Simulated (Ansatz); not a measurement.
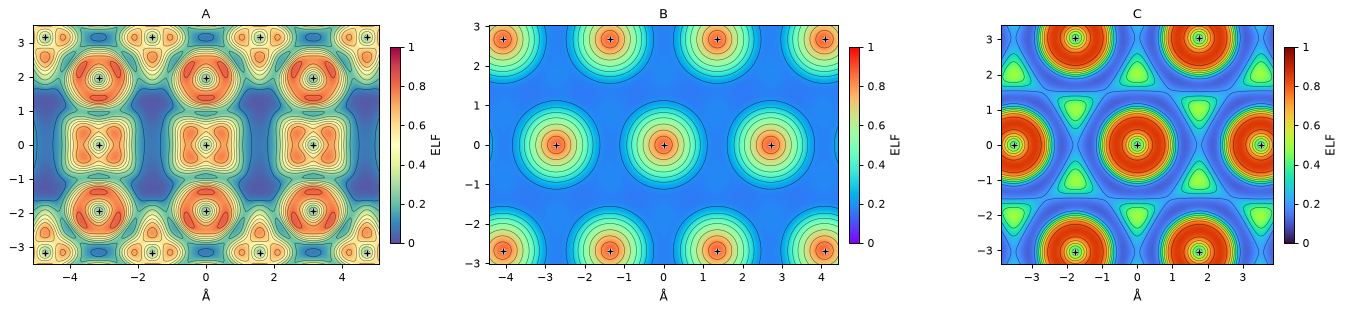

The electron localisation function of 3 systems, each on a plane through atoms (crosses mark nuclei in the plane).

Computed with DFT PBEsol, scalar-relativistic, plane waves, PAW in Ansatz 0.2.0.

System 1: IrO2, the (11̄0) plane of the conventional cell. Space group P4₂/mnm; computed without spin polarisation.

```
CELL_PARAMETERS angstrom
0.00000 4.47149 0.00000
0.00000 0.00000 4.47149
3.15357 0.00000 0.00000
ATOMIC_POSITIONS crystal
Ir 0.00000 0.00000 0.00000
Ir 0.50000 0.50000 0.50000
O 0.30878 0.30878 0.00000
O 0.80878 0.19122 0.50000
O 0.69122 0.69122 0.00000
O 0.19122 0.80878 0.50000
```

System 2: Ag, the (101) plane of the conventional cell. Space group I4/mmm; computed without spin polarisation.

```xyz
2
Lattice="1.9226 -1.9226 0.0000 1.9226 1.9226 0.0000 0.0000 0.0000 4.6143" Properties=species:S:1:pos:R:3 pbc="T T T"
Ag    0.0000    0.0000    0.0000
Ag    1.9226    0.0000    2.3072
```

System 3: Y, the (111) plane of the conventional cell. Space group Fm-3m; computed without spin polarisation.

Match each panel to its system.

Panel A is system 1, IrO2: the plane holds Ir and O. Ir–O (1.95 Å): the ELF peaks at about 0.85 in the valence shell of O, 0.6 Å from its nucleus, and is about 0.20 at the midpoint; no localised pair shows between them. Panel B is system 2, Ag: the plane holds Ag. Ag–Ag (2.72 Å): the ELF is about 0.15 at the midpoint; no shared electron pair shows on this line. Panel C is system 3, Y: the plane holds Y. Y–Y (3.52 Å): the ELF is about 0.20 at the midpoint; no shared electron pair shows on this line.
